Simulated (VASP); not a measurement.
Run report: N, geometry relaxation (part 4 of 4)

Continued. System: N (Pa-3, 8 atoms in the cell). Method: Kohn-Sham DFT of a periodic cell, LDA, VASP PAW LDA potentials, recommended, no spin polarisation (VASP 6.6.1); cutoff 600 eV, 4×4×4 k-mesh, Gaussian smearing of 0.02 eV. The structure derives from a Materials Project entry.

Geometry of the input (Å; fractional positions):
```
5.5605  0.0000  0.0000
0.0000  5.5605  0.0000
0.0000  0.0000  5.5605
N  0.0574  0.4426  0.5574
N  0.4426  0.5574  0.0574
N  0.5574  0.0574  0.4426
N  0.9426  0.9426  0.9426
N  0.9426  0.5574  0.4426
N  0.5574  0.4426  0.9426
N  0.4426  0.9426  0.5574
N  0.0574  0.0574  0.0574
```

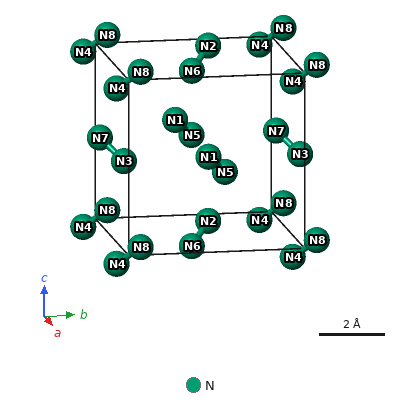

*The structure as given in the input (ball-and-stick view of the cell of the calculation, seen slightly off an axis; atoms are numbered from 1 in the order of the input). An atom can appear more than once, as a periodic image.*

Results in brief

| quantity | value |
| --- | --- |
| outcome | converged |
| space group (tolerance 0.01 Å) | Pa-3 (205) |
| electrons treated | 40 |
| free energy | −70.5059 eV |
| gap on the k-point mesh | 6.59 eV |
| pressure | 0.13 GPa |
| final volume | 135.03 Å³ |
| largest force (length of the vector) at the end | 0.009 eV/Å |
| final cell | a = 5.130 Å, b = 5.130 Å, c = 5.130 Å, α = 90.00°, β = 90.00°, γ = 90.00° |
| hardware | 4 threads of Intel Xeon (Sapphire Rapids), 176 GiB of memory available, shared host |
| wall time | 2.2 min (CPU time 8.6 min) |
| peak memory | 0.26 GiB |

Remarks

The volume changed by more than 5 % on the plane waves of the start, so the result carries a basis error; a second relaxation from the end is advised.
